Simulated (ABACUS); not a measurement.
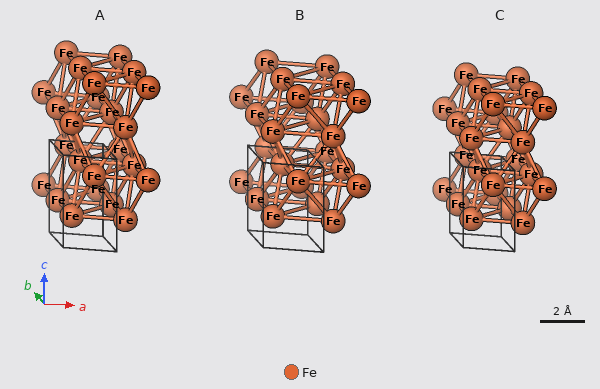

3 geometries from one relaxation of crystalline Fe (set up in P6_3/mmc), in shuffled order. Style: ball-and-stick. Shown: the cell of the calculation, repeated 2 × 3 × 2 with one cell outlined, slightly off an axis.

The run lets cell and atoms move.

Theory: ABACUS, Kohn-Sham DFT of a periodic cell, r2SCAN, SG15 ONCV 1.2 PBE. Settings: plane-wave cutoff 1415 eV; k-point mesh 8 × 8 × 4; occupations fermi-dirac; smearing width 0.05 eV; basis pw; collinear spin.

> Order the frames from highest to lowest energy.

C, B, A. They are steps 0, 4, 9, at +520 meV per atom, +184 meV per atom relative to the last. The atoms keep their places relative to the cell (all moves are under 0.005 Å). The volume changes by +24.7 %, with a = b 2.434 → 2.539 Å (+4.3 %), c 3.842 → 4.403 Å (+14.6 %). Near-neighbour distances that change, for instance: Fe–Fe 2.380 → 2.645 Å, Fe–Fe 2.434 → 2.539 Å. The space group stays P6_3/mmc (No. 194). After 9 geometry steps the energy has fallen by 520 meV per atom. All forces vanish by symmetry, so only the cell relaxes. The pressure goes from 57.17 to −0.15 GPa. The run took 16 min on 4 threads of Intel(R) Xeon(R) Platinum 8259CL CPU @ 2.50GHz (Skylake/Cascade Lake), with other jobs on the host, peak memory 0.52 GiB.

Limits of the set-up: the k-point mesh is coarse for a cell with partly filled bands.
